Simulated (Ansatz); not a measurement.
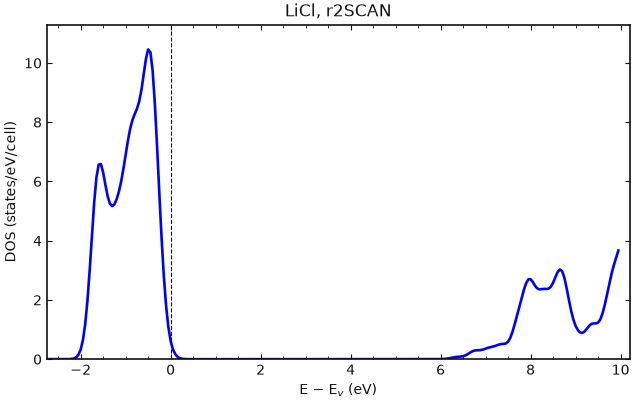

Density of states. Energies are counted from the top of the valence band. The curve is built from the levels of the k mesh with Gaussians 0.3 eV wide, which also blur the band edges.

Calculation on LiCl, space group P6_3mc (No. 186), 4 atoms in the cell, wurtzite type, biaxial (xy) strain +5.2%; a = 4.10 Å, b = 4.10 Å, c = 6.22 Å, α = 90.00°, β = 90.00°, γ = 120.00°.

Level of theory: DFT, r2SCAN, plane waves, PAW, no spin polarisation, 12×12×4 k mesh, 500 eV cutoff; code Ansatz.

> Is there a gap at the Fermi level, and how wide?

There is a gap; over the k points computed it is 6.23 eV (direct among those points).

> Where is the tallest peak of the filled states in the window?

Within the window shown, the tallest peak of the filled states lies 0.5 eV under the valence-band top, at about 10 states per eV and cell.

> How wide is the upper valence band?

The upper group of valence states starts about 1.9 eV under the valence-band top, with a gap beneath it; it holds about 12 electrons a cell.
